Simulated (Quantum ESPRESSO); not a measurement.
# GaP: geometry relaxation (part 1 of 2)

System: GaP (2 atoms in the cell).
Method: Kohn-Sham DFT of a periodic cell, PBE, PseudoDojo 0.4.1 SR PBE standard, no spin polarisation (Quantum ESPRESSO 7.5).

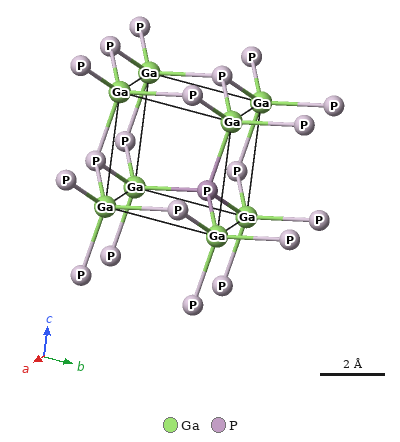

Figure 1. The structure as given in the input (ball-and-stick view of the reduced cell, seen slightly off an axis; neighbours outside the cell are drawn fainter).

### Key numbers

```tsv
quantity	value
outcome	converged
space group (tolerance 0.01 Å)	I-4m2 (119)
electrons treated	18
free energy	−2270.2185 eV
Fermi energy	8.157 eV
gap on the k-point mesh	1.57 eV
pressure	0.78 GPa
final volume	41.37 Å³
largest force (length of the vector)	under 0.001 eV/Å
hardware	1 thread of AMD EPYC (Zen 3), 200 GiB of memory available, shared host
wall time	57 s
peak memory	0.11 GiB
```

### Input
```
&CONTROL
  calculation = 'relax'
  prefix = 'pwscf'
  outdir = './tmp'
  pseudo_dir = './pseudo'
  tprnfor = .true.
  tstress = .true.
  disk_io = 'low'
  nstep = 40
  forc_conv_thr = 0.0001
  etot_conv_thr = 1d-05
/
&SYSTEM
  ibrav = 0
  nat = 2
  ntyp = 2
  ecutwfc = 100
  nbnd = 15
  occupations = 'smearing'
  smearing = 'gaussian'
  degauss = 0.00073499
/
&ELECTRONS
  conv_thr = 4d-10
  electron_maxstep = 120
  mixing_beta = 0.5
/
&IONS
  ion_dynamics = 'bfgs'
/
ATOMIC_SPECIES
Ga    69.7230 Ga.upf
P     30.9738 P.upf
CELL_PARAMETERS angstrom
   0.0000000000    2.7542000000    2.7266580000
   2.7542000000    0.0000000000    2.7266580000
   2.7542000000    2.7542000000    0.0000000000
ATOMIC_POSITIONS crystal
Ga     0.0000000000    0.0000000000    0.0000000000
P      0.2500000000    0.2500000000    0.2500000000
K_POINTS automatic
8 8 8 0 0 0
```

Run as:
```bash
OMP_NUM_THREADS=1 pw.x -in pw.in > pw.out
```

### The program's output
```
This program is part of the open-source Quantum ESPRESSO suite
     for quantum simulation of materials; please cite
         "P. Giannozzi et al., J. Phys.:Condens. Matter 21 395502 (2009);
         "P. Giannozzi et al., J. Phys.:Condens. Matter 29 465901 (2017);
         "P. Giannozzi et al., J. Chem. Phys. 152 154105 (2020);
          URL
     in publications or presentations arising from this work. More details at

     Message from routine setup:
     using ibrav=0 with symmetry is DISCOURAGED, use correct ibrav instead

     G-vector sticks info
     --------------------
     sticks:   dense  smooth     PW     G-vecs:    dense   smooth      PW
     Sum        1487    1487    433                37749    37749    5929

     Using Slab Decomposition

     bravais-lattice index     =            0
     lattice parameter (alat)  =       7.3238  a.u.
     unit-cell volume          =     279.1568 (a.u.)^3
     number of atoms/cell      =            2
     number of atomic types    =            2
     number of electrons       =        18.00
     number of Kohn-Sham states=           15
     kinetic-energy cutoff     =     100.0000  Ry
     charge density cutoff     =     400.0000  Ry
     scf convergence threshold =      4.0E-10
     mixing beta               =       0.5000
     number of iterations used =            8  plain     mixing
     energy convergence thresh.=      1.0E-05
     force convergence thresh. =      1.0E-04
     Exchange-correlation= PBE
                           (   1   4   3   4   0   0   0)
     nstep                     =           40

     celldm(1)=   7.323824  celldm(2)=   0.000000  celldm(3)=   0.000000
     celldm(4)=   0.000000  celldm(5)=   0.000000  celldm(6)=   0.000000

     crystal axes: (cart. coord. in units of alat)
               a(1) = (   0.000000   0.710651   0.703545 )
               a(2) = (   0.710651   0.000000   0.703545 )
               a(3) = (   0.710651   0.710651   0.000000 )

     reciprocal axes: (cart. coord. in units 2 pi/alat)
               b(1) = ( -0.703580  0.703580  0.710687 )
               b(2) = (  0.703580 -0.703580  0.710687 )
               b(3) = (  0.703580  0.703580 -0.710687 )

     PseudoPot. # 1 for Ga read from file:
     Ga.upf
     Pseudo is Norm-conserving + core correction, Zval = 13.0
     Generated using ONCVPSP code by D. R. Hamann
     Using radial grid of 1902 points,  6 beta functions with:
                l(1) =   0
                l(2) =   0
                l(3) =   1
                l(4) =   1
                l(5) =   2
                l(6) =   2

     PseudoPot. # 2 for P  read from file:
     P.upf
     Pseudo is Norm-conserving + core correction, Zval =  5.0
     Generated using ONCVPSP code by D. R. Hamann
     Using radial grid of 1298 points,  6 beta functions with:
                l(1) =   0
                l(2) =   0
                l(3) =   1
                l(4) =   1
                l(5) =   2
                l(6) =   2

     atomic species   valence    mass     pseudopotential
     Ga               13.00    69.72300     Ga( 1.00)
     P                 5.00    30.97380     P ( 1.00)

      8 Sym. Ops. (no inversion) found

   Cartesian axes

     site n.     atom                  positions (alat units)
         1        Ga     tau(   1) = (   0.0000000   0.0000000   0.0000000  )
         2        P      tau(   2) = (   0.3553256   0.3553256   0.3517723  )

     number of k points=    59  Gaussian smearing, width (Ry)=  0.0007
                       cart. coord. in units 2pi/alat
        k(    1) = (   0.0000000   0.0000000   0.0000000), wk =   0.0039062
        k(    2) = (   0.0879475   0.0879475  -0.0888359), wk =   0.0312500
        k(    3) = (   0.1758950   0.1758950  -0.1776718), wk =   0.0312500
        k(    4) = (   0.2638425   0.2638425  -0.2665076), wk =   0.0312500
        k(    5) = (  -0.3517901  -0.3517901   0.3553435), wk =   0.0156250
        k(    6) = (   0.1758950   0.0000000   0.0000000), wk =   0.0156250
        k(    7) = (   0.2638425   0.0879475  -0.0888359), wk =   0.0625000
        k(    8) = (   0.3517901   0.1758950  -0.1776718), wk =   0.0625000
        k(    9) = (  -0.2638425  -0.4397376   0.4441794), wk =   0.0625000
        k(   10) = (  -0.1758950  -0.3517901   0.3553435), wk =   0.0625000
        k(   11) = (  -0.0879475  -0.2638425   0.2665076), wk =   0.0625000
        k(   12) = (   0.0000000  -0.1758950   0.1776718), wk =   0.0312500
        k(   13) = (   0.3517901   0.0000000   0.0000000), wk =   0.0156250
        k(   14) = (   0.4397376   0.0879475  -0.0888359), wk =   0.0625000
        k(   15) = (  -0.1758950  -0.5276851   0.5330153), wk =   0.0625000
        k(   16) = (  -0.0879475  -0.4397376   0.4441794), wk =   0.0625000
        k(   17) = (   0.0000000  -0.3517901   0.3553435), wk =   0.0312500
        k(   18) = (   0.5276851   0.0000000  -0.0000000), wk =   0.0156250
        k(   19) = (  -0.0879475  -0.6156326   0.6218511), wk =   0.0625000
        k(   20) = (   0.0000000  -0.5276851   0.5330153), wk =   0.0312500
        k(   21) = (  -0.7035801   0.0000000   0.0000000), wk =   0.0078125
        k(   22) = (   0.0000000   0.0000000   0.1776718), wk =   0.0078125
        k(   23) = (   0.1758950   0.1758950   0.0000000), wk =   0.0156250
        k(   24) = (   0.2638425   0.2638425  -0.0888359), wk =   0.0312500
        k(   25) = (  -0.3517901  -0.3517901   0.5330153), wk =   0.0312500
        k(   26) = (  -0.2638425  -0.2638425   0.4441794), wk =   0.0312500
        k(   27) = (  -0.1758950  -0.1758950   0.3553435), wk =   0.0312500
        k(   28) = (  -0.0879475  -0.0879475   0.2665076), wk =   0.0312500
        k(   29) = (   0.3517901   0.1758950  -0.0000000), wk =   0.0312500
        k(   30) = (  -0.2638425  -0.4397376   0.6218511), wk =   0.0625000
        k(   31) = (  -0.1758950  -0.3517901   0.5330153), wk =   0.0625000
        k(   32) = (  -0.0879475  -0.2638425   0.4441794), wk =   0.0625000
        k(   33) = (   0.0000000  -0.1758950   0.3553435), wk =   0.0312500
        k(   34) = (   0.3517901   0.0000000   0.1776718), wk =   0.0312500
        k(   35) = (  -0.1758950  -0.5276851   0.7106870), wk =   0.0312500
        k(   36) = (  -0.0879475  -0.4397376   0.6218511), wk =   0.0625000
        k(   37) = (   0.0000000  -0.3517901   0.5330153), wk =   0.0312500
        k(   38) = (  -0.2638425   0.6156326  -0.4441794), wk =   0.0625000
        k(   39) = (  -0.1758950   0.7035801  -0.5330153), wk =   0.0312500
        k(   40) = (  -0.7035801   0.1758950   0.0000000), wk =   0.0156250
        k(   41) = (  -0.1758950   0.5276851  -0.3553435), wk =   0.0312500
        k(   42) = (  -0.0879475   0.6156326  -0.4441794), wk =   0.0625000
        k(   43) = (  -0.7035801   0.0000000   0.1776718), wk =   0.0156250
        k(   44) = (   0.0000000   0.5276851  -0.3553435), wk =   0.0312500
        k(   45) = (   0.0000000   0.0000000   0.3553435), wk =   0.0078125
        k(   46) = (  -0.3517901  -0.3517901   0.7106870), wk =   0.0156250
        k(   47) = (  -0.2638425  -0.2638425   0.6218511), wk =   0.0312500
        k(   48) = (  -0.1758950  -0.1758950   0.5330153), wk =   0.0312500
        k(   49) = (  -0.0879475  -0.0879475   0.4441794), wk =   0.0312500
        k(   50) = (  -0.1758950  -0.3517901   0.7106870), wk =   0.0312500
        k(   51) = (  -0.0879475  -0.2638425   0.6218511), wk =   0.0625000
        k(   52) = (   0.0000000  -0.1758950   0.5330153), wk =   0.0312500
        k(   53) = (  -0.7035801   0.3517901   0.0000000), wk =   0.0156250
        k(   54) = (  -0.7035801   0.0000000   0.3553435), wk =   0.0078125
        k(   55) = (   0.0000000   0.0000000   0.5330153), wk =   0.0078125
        k(   56) = (  -0.1758950  -0.1758950   0.7106870), wk =   0.0156250
        k(   57) = (  -0.0879475  -0.0879475   0.6218511), wk =   0.0312500
        k(   58) = (  -0.7035801   0.5276851   0.0000000), wk =   0.0156250
        k(   59) = (   0.0000000   0.0000000  -0.7106870), wk =   0.0039062

     Dense  grid:    37749 G-vectors     FFT dimensions: (  48,  48,  48)

     Initial potential from superposition of free atoms

     starting charge      17.9972, renormalised to      18.0000
     Starting wfcs are   13 randomized atomic wfcs +    2 random wfcs

     Self-consistent Calculation

     iteration #  1     ecut=   100.00 Ry     beta= 0.50
     Davidson diagonalization with overlap
     ethr =  1.00E-02,  avg # of iterations =  4.5

     Threshold (ethr) on eigenvalues was too large:
     Diagonalizing with lowered threshold

     Davidson diagonalization with overlap
     ethr =  4.05E-04,  avg # of iterations =  2.4

     total energy              =    -166.84590636 Ry
     estimated scf accuracy    <       0.07257018 Ry

     iteration #  2     ecut=   100.00 Ry     beta= 0.50
     Davidson diagonalization with overlap
     ethr =  4.03E-04,  avg # of iterations =  2.1

     total energy              =    -166.85765110 Ry
     estimated scf accuracy    <       0.00656864 Ry

     iteration #  3     ecut=   100.00 Ry     beta= 0.50
     Davidson diagonalization with overlap
     ethr =  3.65E-05,  avg # of iterations =  4.5

     total energy              =    -166.85793013 Ry
     estimated scf accuracy    <       0.00127619 Ry

     iteration #  4     ecut=   100.00 Ry     beta= 0.50
     Davidson diagonalization with overlap
     ethr =  7.09E-06,  avg # of iterations =  2.8

     total energy              =    -166.85797665 Ry
     estimated scf accuracy    <       0.00001268 Ry

     iteration #  5     ecut=   100.00 Ry     beta= 0.50
     Davidson diagonalization with overlap
     ethr =  7.05E-08,  avg # of iterations =  3.6

     total energy              =    -166.85798131 Ry
     estimated scf accuracy    <       0.00000186 Ry

     iteration #  6     ecut=   100.00 Ry     beta= 0.50
     Davidson diagonalization with overlap
     ethr =  1.03E-08,  avg # of iterations =  2.0

     total energy              =    -166.85798175 Ry
     estimated scf accuracy    <       0.00000004 Ry

     iteration #  7     ecut=   100.00 Ry     beta= 0.50
     Davidson diagonalization with overlap
     ethr =  2.34E-10,  avg # of iterations =  2.9

     total energy              =    -166.85798177 Ry
     estimated scf accuracy    <       0.00000002 Ry

     iteration #  8     ecut=   100.00 Ry     beta= 0.50
     Davidson diagonalization with overlap
     ethr =  8.79E-11,  avg # of iterations =  2.0

     total energy              =    -166.85798177 Ry
     estimated scf accuracy    <       0.00000001 Ry

     iteration #  9     ecut=   100.00 Ry     beta= 0.50
     Davidson diagonalization with overlap
     ethr =  6.24E-11,  avg # of iterations =  2.0

     End of self-consistent calculation

          k = 0.0000 0.0000 0.0000 (  4677 PWs)   bands (ev):

    -7.1982  -7.1982  -7.1963  -7.1069  -7.1069  -5.0004   7.3133   7.3133
     7.3680   8.9710  11.2130  11.2350  11.2350  16.0498  16.9452

          k = 0.0879 0.0879-0.0888 (  4734 PWs)   bands (ev):

    -7.2098  -7.1938  -7.1926  -7.1070  -7.1068  -4.8040   5.7048   7.0877
     7.1328   9.6571  11.5578  11.5718  11.7585  16.3723  16.5016

          k = 0.1759 0.1759-0.1777 (  4722 PWs)   bands (ev):

    -7.2371  -7.1846  -7.1834  -7.1060  -7.1052  -4.2477   3.5032   6.6597
     6.7210   9.4094  12.0521  12.0773  13.5681  16.2386  16.2826

          k = 0.2638 0.2638-0.2665 (  4710 PWs)   bands (ev):

    -7.2620  -7.1776  -7.1763  -7.1028  -7.1013  -3.4752   1.6588   6.3264
     6.4013   9.0626  12.0884  12.1544  15.2616  17.0728  17.4130

          k =-0.3518-0.3518 0.3553 (  4710 PWs)   bands (ev):

    -7.2717  -7.1754  -7.1741  -7.1007  -7.0989  -3.0069   0.8227   6.2061
     6.2862   8.9348  12.0186  12.0949  15.5773  18.0595  18.8403

          k = 0.1759 0.0000 0.0000 (  4717 PWs)   bands (ev):

    -7.2184  -7.1896  -7.1880  -7.1105  -7.1040  -4.7402   5.7466   6.6992
     6.7398  10.2267  10.7845  12.1026  12.1765  15.3694  17.2587

          k = 0.2638 0.0879-0.0888 (  4731 PWs)   bands (ev):

    -7.2398  -7.1813  -7.1789  -7.1131  -7.1013  -4.3038   4.0697   6.2328
     6.2717  10.2408  11.1901  12.8521  12.9821  15.2812  17.2964

          k = 0.3518 0.1759-0.1777 (  4710 PWs)   bands (ev):

    -7.2613  -7.1753  -7.1710  -7.1113  -7.0988  -3.5858   2.2200   5.6777
     5.9720  10.0165  11.7228  12.9989  13.7099  16.8657  18.0379

          k =-0.2638-0.4397 0.4442 (  4713 PWs)   bands (ev):

    -7.2731  -7.1728  -7.1683  -7.1057  -7.0990  -2.9310   1.0071   5.2509
     5.9659   9.8653  11.7944  12.7336  15.2784  17.4069  18.8649

          k =-0.1759-0.3518 0.3553 (  4706 PWs)   bands (ev):

    -7.2695  -7.1732  -7.1705  -7.1042  -7.1016  -3.0962   1.2909   5.1038
     6.2267   9.9257  11.9924  12.5054  15.2485  16.9685  17.7026

          k =-0.0879-0.2638 0.2665 (  4723 PWs)   bands (ev):
```
